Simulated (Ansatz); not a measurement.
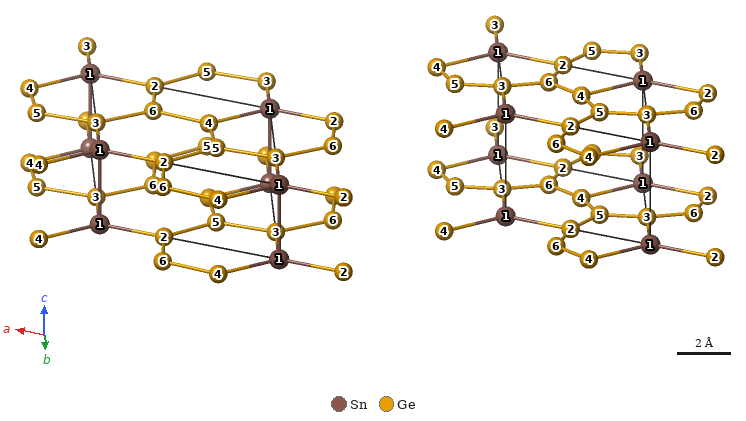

Two geometries of crystalline SnGe$_{5}$ (a generated structure, set up in P-62m) (coarse preliminary run), drawn at one scale. One is the start of a relaxation, the other its converged end. The picture is a ball-and-stick view of the cell of the calculation, seen from a free direction.

Theory: DFT PBE, scalar-relativistic, plane waves, PAW in Ansatz. (plane-wave cutoff 420 eV; k-point mesh 3 × 3 × 4; occupations gaussian; smearing width 0.1 eV; no spin polarisation; cell and atoms relaxed; force threshold 0.04 eV/Å; at most 70 steps)

**Which one is relaxed?**

The left one is the relaxed one. Over 17 accepted moves (19 points after the start) the energy falls by 3598 meV per atom. The largest force component goes from 7 to 0.026 eV/Å. The pressure goes from 72.23 to −0.04 GPa. At 2 points the geometry stayed and the basis and grid were re-selected for the new cell (energy shift of 37.7 meV per atom at most each time). The largest moves relative to the cell, 0.69 Å, are those of Ge2, Ge3 and Ge4. Ge3 goes along +b. Sn stays in place. The drawn cell changes as follows: a = b 6.202 → 7.691 Å (+24.0 %), c 4.213 → 3.058 Å (−27.4 %); the volume changes by +11.6 %. Some distances before and after: Sn1–Sn1 4.213 → 3.058 Å, Ge2–Ge5 1.819 → 2.474 Å, Sn1–Ge2 2.780 → 2.755 Å. Among the angles between lasting bonds that change: Ge5–Ge2–Ge6 159.7° → 127.7°, Sn1–Ge2–Ge5 100.2° → 116.2°. The space group stays P-62m (No. 189). Cost: 2.1 min on 1 thread of Intel(R) Xeon(R) Platinum 8259CL CPU @ 2.50GHz (Skylake/Cascade Lake), on a shared host, peak memory 0.5 GiB.

Limits of the set-up: the k-point mesh is coarse for a cell with partly filled bands.
